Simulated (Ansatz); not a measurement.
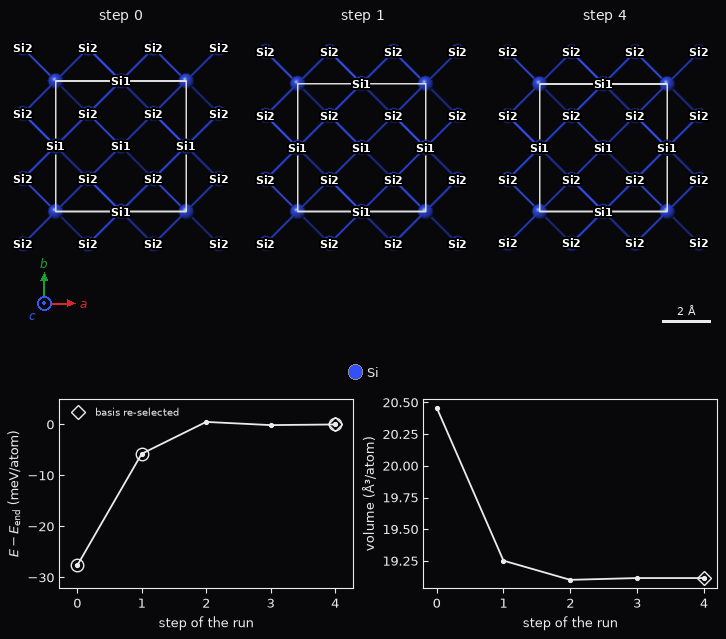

Frames of a relaxation of crystalline Si (set up in Fd-3m), marked on the history of the run. Style: ball-and-stick. Shown: the conventional cell (4 times the calculation's cell), along the c axis. Lengths and directions refer to the drawn axes.

Case: relaxed at 7 GPa.

All numbers below come from Ansatz 0.2.0, DFT PBE, scalar-relativistic, plane waves, PAW.

Input
```yaml
crystal:
  lattice:
    - [0.0, 2.7350573033, 2.7350573033]
    - [2.7350573033, 0.0, 2.7350573033]
    - [2.7350573033, 2.7350573033, 0.0]
  atoms:
    - { symbol: Si, position: [0.5, 0.5, 0.5] }
    - { symbol: Si, position: [0.75, 0.75, 0.75] }
basis:
  ecutwfc: 420
kpoints:
  mp_grid: { grid: [10, 10, 10] }
hamiltonian:
  xc: pbe
scf:
  occupations: { method: fixed }
output:
  forces: true
  stress: true
  eigenvalues: true
  write_density: true
  write_potential: true
  elf: true
  volumetric_format: npy
relax:
  adjacent_minimum: "off"
  f_tol: 0.001
  max_steps: 60
  cell: { stress_tol: 0.02, p_target: 7.0 }
```

Command:
```bash
ansatz run input.yaml --threads 1 --pin off --max-ram 3072MiB --backend cpu --events-out ev --progress --plain --runs-dir out
```

What happens along the run?

Answer. The atoms keep their places relative to the cell (all moves are under 0.005 Å). The drawn cell changes as follows: a = b = c 5.470 → 5.348 Å (−2.2 %); the volume changes by −6.6 %. Some distances before and after: Si1–Si2 2.369 → 2.316 Å. The space group stays Fd-3m (No. 227). After 3 accepted moves (4 points after the start) the energy has risen by 27.7 meV per atom. With the target pressure of 7 GPa, the enthalpy E + pV changes by −31.1 meV per atom. All forces vanish by symmetry, so only the cell relaxes. Pressure: 0.01 GPa at the start and 6.99 GPa at the end. The SCF was repeated once at an unchanged geometry on a basis and grid sized afresh for the cell, which shifted the energy by 0.1 meV per atom at most. Cost: 5.8 s on 1 thread of Arm Neoverse V2, on a shared host, peak memory 0.29 GiB. From step 0 to 1: volume −5.9 %, energy +21.9 meV per atom. From step 1 to 4: volume −0.7 %, energy +5.7 meV per atom.
